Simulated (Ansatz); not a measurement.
Single-point calculation, with input and output: PtS₂ (part 2 of 2)

The same run, continued: PtS₂ (R3m, 3 atoms in the cell); DFT, HSE06, plane waves, PAW, no spin polarisation (Ansatz 0.2.0); cutoff 420 eV, 4×4×4 k-mesh, Fermi–Dirac smearing of 0.02 eV. The structure was built on a prototype by a generator. The geometry comes from this level: r2scan-rvv10.

Geometry of the input (Å; fractional positions):
```
1.7391  1.0041  5.0959
-1.7391  1.0041  5.0959
0.0000  -2.0082  5.0959
Pt -0.0026  -0.0026  -0.0026
S  0.4256  0.4256  0.4256
S  0.2437  0.2437  0.2437
```

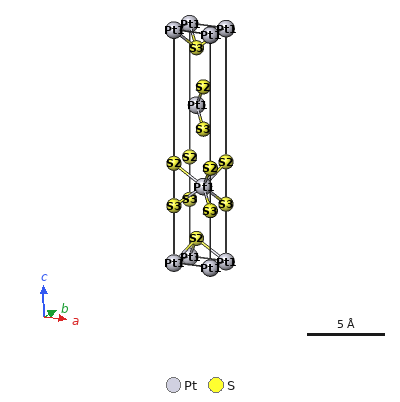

*The structure as given in the input (ball-and-stick view of the cell 3 times as large as that of the calculation, set on its symmetry axes, seen slightly off an axis; atoms are numbered from 1 in the order of the input).*

## Log, continued
```
SCF iter   1: F=—  HF=-14329.413789 eV  |F-HF|=—  |Δ(HF+E_count)|=         —  Δρ=1.01e-4  dr2=7.38e-6  ethr=1.75e-6  ⟨swp⟩=3.6  Hψ=605  notcnv=0
preconditioner: auto → none  [insulator: Δε(μ)=0.133 eV  Ē_g=10.444 eV  σ=0.020 eV  W_gap=0.83  n_scr=16 (ndim 8)  ℏωp=23.8 eV  f_vac=0.006  D(μ)=1.36/eV (n_scr^D=8)]
SCF iter   2: F=—  HF=-14329.413791 eV  |F-HF|=—  |Δ(HF+E_count)|=   1.92e-6  Δρ=9.50e-5  dr2=8.42e-6  ethr=2.43e-8  ⟨swp⟩=3.6  Hψ=566  notcnv=0
SCF iter   3: F=—  HF=-14329.413790 eV  |F-HF|=—  |Δ(HF+E_count)|=   1.09e-6  Δρ=3.71e-5  dr2=4.16e-7  ethr=2.43e-8  ⟨swp⟩=2.9  Hψ=480  notcnv=0
SCF iter   4: F=—  HF=-14329.413790 eV  |F-HF|=—  |Δ(HF+E_count)|=   1.28e-7  Δρ=1.11e-5  dr2=1.12e-7  ethr=1.34e-9  ⟨swp⟩=3.4  Hψ=584  notcnv=0  defer=1
SCF iter   5: F=—  HF=-14329.413790 eV  |F-HF|=—  |Δ(HF+E_count)|=   4.74e-9  Δρ=5.90e-6  dr2=5.03e-8  ethr=3.51e-10  ⟨swp⟩=3.2  Hψ=513  notcnv=0
SCF iter   6: F=—  HF=-14329.413790 eV  |F-HF|=—  |Δ(HF+E_count)|=   6.68e-9  Δρ=3.04e-6  dr2=6.92e-9  ethr=1.56e-10  ⟨swp⟩=3.1  Hψ=497  notcnv=0  defer=1
SCF iter   7: F=-14329.413790 eV  HF=-14329.413790 eV  |F-HF|=3.22e-10  |Δ(HF+E_count)|=  9.09e-12  Δρ=1.05e-6  dr2=7.33e-10  ethr=2.14e-11  ⟨swp⟩=3.5  Hψ=599  notcnv=0
SCF 3 converged in 7 iterations: F = -14329.413790 eV  dr2 = 7.33e-10
  Residual-converged pass: ⟨swp⟩=3.5  Hψ=646  notcnv=0  max |occ|·‖R‖ = 2.6e-7 eV (tolerance 2.7e-7 eV)  dr2=7.39e-10  dr2_onsite=3.28e-11  max |Δocc| = 1.1e-13
hybrid outer 2: dexx = +1.475e-6 eV, tail = 5.92e-8 eV, Δε = 2.21e-3 eV (about 7.49e-5 eV left of the loop's levels), ΔF = 7.03e-3 eV/Å (tail 1.14e-3)
Exchange kernel: α = 0.2500, screened, ω = 0.2079 Å⁻¹, Wigner–Seitz truncation, v(0) = 1019.2402 eV·Å³, q-mesh 4×4×4, nearest image of the exchange supercell L = 13.91 Å, pair-density grid 20×36×20, without the augmentation charges, whose exchange is taken in its separable form by FFT convolution over the k-point mesh (the finest that the files' search goes to), smooth part of the exact exchange by density-matrix convolution
Frozen-core exchange: fock
SCF iter   1: F=—  HF=-14329.413790 eV  |F-HF|=—  |Δ(HF+E_count)|=         —  Δρ=7.22e-6  dr2=9.92e-9  ethr=9.87e-10  ⟨swp⟩=4.8  Hψ=614  notcnv=0
preconditioner: auto → none  [insulator: Δε(μ)=0.133 eV  Ē_g=10.444 eV  σ=0.020 eV  W_gap=0.83  n_scr=16 (ndim 8)  ℏωp=23.8 eV  f_vac=0.007  D(μ)=1.36/eV (n_scr^D=8)]
SCF iter   2: F=—  HF=-14329.413790 eV  |F-HF|=—  |Δ(HF+E_count)|=   7.40e-9  Δρ=4.49e-6  dr2=6.60e-9  ethr=2.78e-11  ⟨swp⟩=3.1  Hψ=555  notcnv=0
SCF iter   3: F=—  HF=-14329.413790 eV  |F-HF|=—  |Δ(HF+E_count)|=  3.84e-10  Δρ=3.13e-6  dr2=2.83e-9  ethr=2.05e-11  ⟨swp⟩=3.3  Hψ=510  notcnv=0
SCF iter   4: F=-14329.413790 eV  HF=-14329.413790 eV  |F-HF|=1.91e-10  |Δ(HF+E_count)|=  5.55e-10  Δρ=7.52e-7  dr2=2.37e-10  ethr=8.59e-12  ⟨swp⟩=2.0  Hψ=444  notcnv=0
SCF 4 converged in 4 iterations: F = -14329.413790 eV  dr2 = 2.37e-10
  Residual-converged pass: ⟨swp⟩=3.5  Hψ=623  notcnv=0  max |occ|·‖R‖ = 2.7e-7 eV (tolerance 2.7e-7 eV)  dr2=2.32e-10  dr2_onsite=5.46e-12  max |Δocc| = 2.8e-13
```

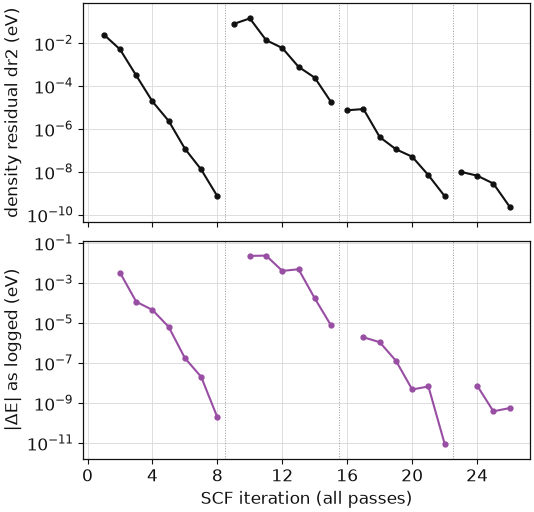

*Convergence of the self-consistent field: density residual dr2 and size of the energy change against the SCF iteration. The run starts with a semilocal functional; after that each stretch between dotted lines is one SCF of the hybrid functional between two exact rebuilds of the exchange operator by the outer loop. Early passes are stopped at a loose threshold.*

The passes take 8, 7, 7 and 4 iterations.

```
hybrid outer 3: dexx = +7.762e-9 eV, tail = 5.40e-10 eV, Δε = 1.96e-4 eV (about 2.01e-5 eV left of the loop's levels), ΔF = 1.16e-4 eV/Å (tail 3.38e-4)
hybrid SCF converged: 3 outer / 18 inner (+8 warm-up), last move |dexx| = 7.76e-9 eV, tail = 5.40e-10 eV
Stability not checked: this state was not tested for a lower state beside it, because the functional holds exact exchange (a hybrid, or Hartree-Fock), whose exchange loop this test does not read (fock_operator; see scf.lower_state_search)
Free energy (F): -14329.413790 eV
Frozen-core exchange: fock
Harris-Foulkes:  -14329.413790 eV  (|F-HF|=1.91e-10)
Internal energy: -14329.411933 eV  (E = F + TS)
E sigma→0 (E₀):  -14329.412862 eV
Entropy (-TS):   -0.001857 eV (-0.619 meV/atom)
Fermi energy:    11.601273 eV
--- Per-component energies (eV) ---
  E_band       = -348.573889
  E_kinetic    = 847.248223
  E_local      = -2893.228104  (includes V_loc(G=0)·N_el)
  E_nonlocal   = 258.815910
  E_hartree    = 1134.694534
  E_xc         = -363.033257
  E_vxc        = -378.366941  (∫ρ·V_xc dr)
  E_exx        = -85.603660  (= α·E_x^exact, valence–valence)
  E_paw        = -10662.260003  (= ΣΔE_a)
  E_vpaw       = -281.225307  (= ΣTr[D̂ρ^β])
  E_aug_tail   = 0.000211  (compensation charges beyond the density's cutoff)
  E_ewald      = -2563.831297
  E_core_change = -2.214490  (= ΣΔE_core)
  E_smearing   = -0.001857  (= −TS)
  E_closure    = -0.000000  (closes the sum)
  Σ components = -14329.413790   (vs F -14329.413790, Δ=0.00e0)
--- Forces (eV/Å), atoms counted from 1 ---
  atom   1  Pt     0.00000000     0.00000000    -0.21484145
  atom   2  S     -0.00000000     0.00000000    -0.24478888
  atom   3  S      0.00000000    -0.00000000     0.45962385
  max |Σ_I F_I| component: 6.48e-6 eV/Å
--- Stress (GPa, compression-positive) ---
       -0.647925      -0.000000      -0.000000
       -0.000000      -0.647925       0.000000
       -0.000000       0.000000      -1.760854
  P = ⅓ Tr σ = -1.0189 GPa (-10.189 kbar)
--- Band table (eV; the first three rows and the last of 13) ---
  k-point 0: bands = ["-92.1882", "-45.3517", "-44.9859", "-44.9859", "-6.0603", "-2.6400", "2.6000", "4.9444", "4.9444", "6.1169", "6.1169", "7.9156", "11.4004", "11.4004", "12.1300", "12.3332", "12.3332", "15.1872", "18.6192"]
  k-point 1: bands = ["-92.1879", "-45.3487", "-44.9999", "-44.9888", "-5.3588", "-2.6827", "3.1961", "4.5051", "5.3295", "5.8587", "5.9616", "7.3894", "9.1163", "10.2424", "11.0317", "12.1310", "13.4583", "17.1380", "18.4906"]
  k-point 2: bands = ["-92.1876", "-45.3463", "-45.0139", "-44.9919", "-4.4536", "-2.7377", "3.0520", "4.1681", "4.9301", "5.7823", "6.9564", "7.5266", "8.5492", "8.9396", "9.5774", "12.4608", "13.2460", "15.9871", "17.7893"]
  k-point 12: bands = ["-92.1882", "-45.3515", "-44.9862", "-44.9862", "-5.2759", "-4.2218", "4.7748", "4.8836", "4.8836", "6.2069", "6.2069", "8.2019", "9.1989", "11.5008", "11.5008", "12.2449", "12.2449", "15.6977", "19.3286"]
```

## File v_z.tsv
```
# z_ang	v_es[eV]	v_tot[eV]
# format = ansatz-planar-average/11
# xc	hse06
# density_cutoff_ev	1680
# datasets	Pt=:simpson_from_first_knot:soft:fock:shift=0	S=:simpson_from_first_knot:soft:fock:shift=0
# lattice	1.739139229	1.004092502	5.095870381
# lattice	-1.739139229	1.004092502	5.095870381
# lattice	0.000000000	-2.008185005	5.095870381
# sites	3
# site	78	0.000000000	0.000000000	-0.040139840
# site	16	0.000000000	-0.000000000	6.506381894
# site	16	0.000000000	-0.000000000	3.725498705
0.000000	2.458666e0	-7.354263e0
0.228220	1.550447e0	-8.557998e0
0.456441	1.032551e0	-9.303394e0
0.684661	9.862580e-1	-9.520502e0
0.912882	1.257376e0	-9.347253e0
1.141102	1.643755e0	-8.954018e0
1.369322	2.074801e0	-8.414653e0
1.597543	2.561135e0	-7.754603e0
1.825763	3.125403e0	-6.973653e0
2.053984	3.879433e0	-5.966438e0
2.282204	4.942558e0	-4.619345e0
2.510424	6.234788e0	-2.995670e0
2.738645	7.543080e0	-1.295941e0
2.966865	8.722205e0	2.817677e-1
3.195086	9.796735e0	1.692869e0
3.423306	1.078747e1	2.942264e0
3.651526	1.147171e1	3.798931e0
3.879747	1.148659e1	3.864157e0
4.107967	1.071700e1	3.001729e0
4.336188	9.401309e0	1.464524e0
4.564408	7.852437e0	-4.016293e-1
4.792628	6.290908e0	-2.341752e0
5.020849	4.857263e0	-4.184755e0
5.249069	3.586585e0	-5.861780e0
```

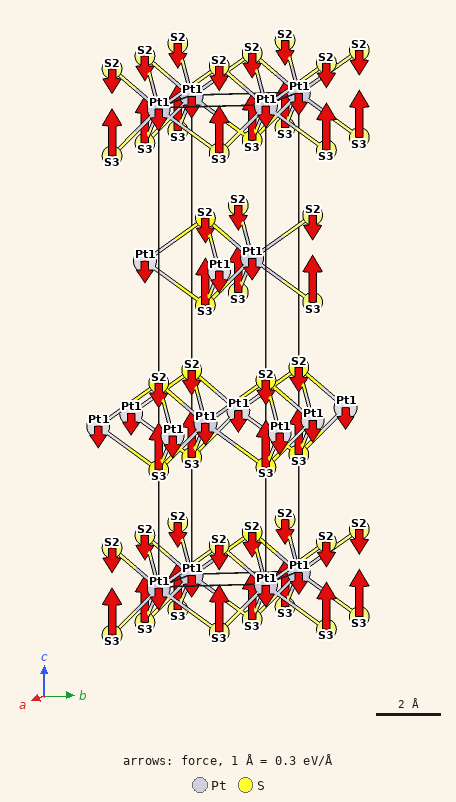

*Forces on the atoms as red arrows (ball-and-stick view of the cell 3 times as large as that of the calculation, set on its symmetry axes, seen slightly off an axis; neighbours outside the cell are drawn fainter; atoms are numbered from 1 in the order of the input).*

The largest act on S3 (0.46 eV/Å); S2 (0.24 eV/Å); Pt1 (0.21 eV/Å). 

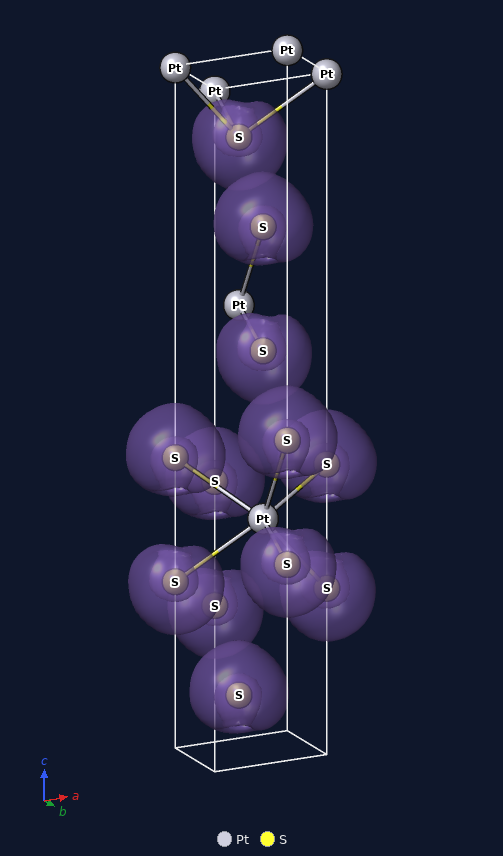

*Isosurface of the ELF at 0.7 (purple), seen at an oblique angle. Core shells and regions of very low density are left out. Sticks mark near contacts. The outline is the cell set on symmetry axes.*

Along the contacts the grid gives the following. Pt–S (2.41 Å): the ELF is about 0.45 at the midpoint. Pt–S (2.48 Å): the ELF is about 0.40 at the midpoint. The fields are those of the smooth PAW valence density.

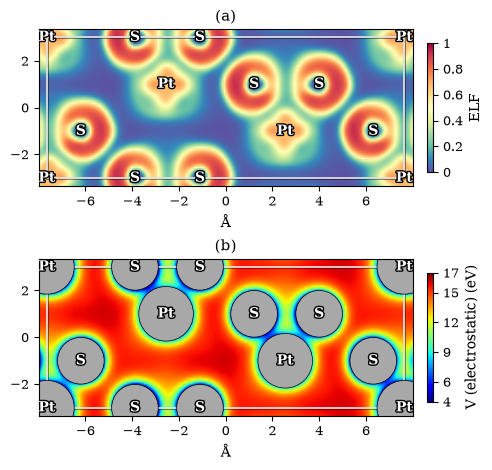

*(a) electron localisation function; (b) electrostatic potential energy of an electron on the (110) plane of the conventional cell. Grey discs, where drawn, cover atomic cores.*

The plane passes through Pt and S nuclei. Pt–S (2.41 Å): the ELF is about 0.45 at the midpoint. Pt–S (2.48 Å): the ELF is about 0.40 at the midpoint. The strong features right at Pt lie inside the PAW spheres (semicore, d or f shells) and say nothing about bonding. Outside the cores the potential energy rises away from the atoms and is highest about 2.2 Å from the nearest atoms; outside the discs it spans about 11 eV, and its zero is arbitrary.

## Results in brief

```tsv
quantity	value
outcome	converged
space group (tolerance 0.01 Å)	R3m (160)
electrons treated	30
free energy	−14329.4138 eV
Fermi energy	11.601 eV
band gap	none (metallic)
pressure	−1.02 GPa
largest force (length of the vector)	0.460 eV/Å
wall time	75 s (CPU time 1.8 min)
peak memory	0.88 GiB
```

## Remarks

The program warns: the exchange loop's threshold is looser than advised for the stress; the SCF threshold is looser than advised for the printed stress. Spin–orbit coupling is left out, which matters for Pt. The k-point mesh is coarse for a cell of this size, so the results may not be converged.
